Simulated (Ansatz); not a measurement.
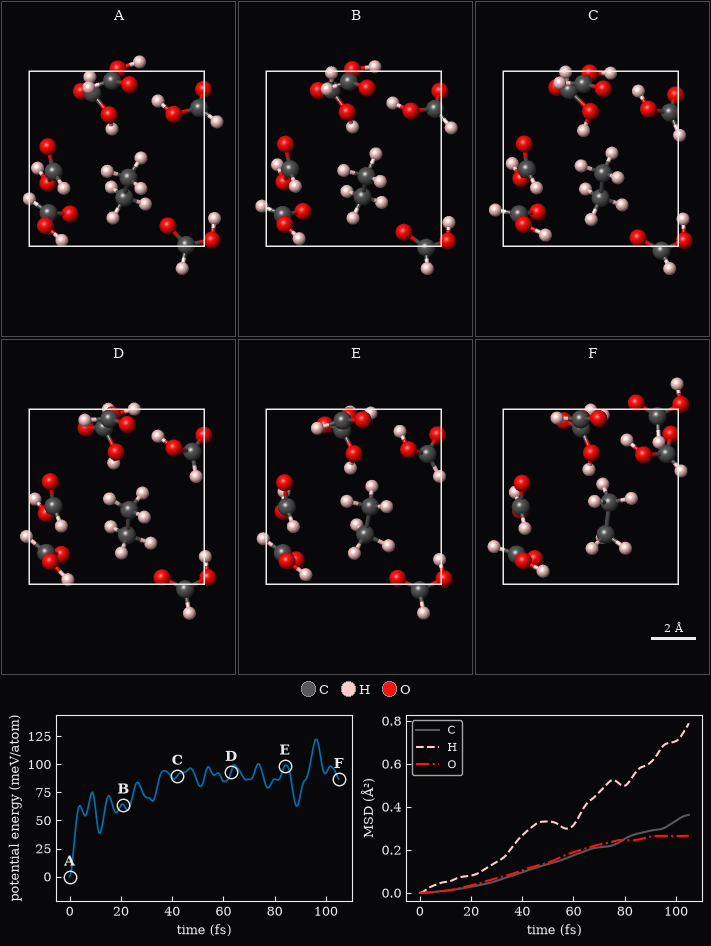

A Born-Oppenheimer molecular dynamics run of a periodic cell with 1 C2H6 + 6 HCOOH at 0.984 g/cm³, 105 fs long. Frames (A at 0 fs, B at 21 fs, C at 42 fs, D at 63 fs, E at 84 fs, F at 105 fs) and the history of the run. Style: ball-and-stick. Shown: the simulation cell, along the b axis. Atoms that leave the cell re-enter on the other side.

These are results of Ansatz, DFT LDA, scalar-relativistic, plane waves, PAW, not measurements. Run with plane-wave cutoff 420 eV; k-point mesh 1 × 1 × 1; Fermi-Dirac smearing 0.05 eV; Langevin thermostat (NVT); set temperature 1000 K; time step 0.5 fs; friction 0.02 per fs.

What happens in this trajectory?

Answer. The mean temperature in the second half is 803 K (standard deviation 97 K). The potential energy in the second half lies on average 91.3 meV per atom above the first frame. Root-mean-square distances from the starting positions over the second half, with the common drift of all atoms taken out: H 0.72 Å, C 0.50 Å, O 0.48 Å. The heavy atoms stay within a fraction of a molecule's size of their starting places; so short a run doesn't tell a liquid from a solid.

Limits of the set-up: the periodic images lie only 8.0 Å apart, so the values are limited by the cell's size.

Cost: 8.7 min on 1 thread of Arm Neoverse V1, with other jobs on the host, peak memory 0.44 GiB.
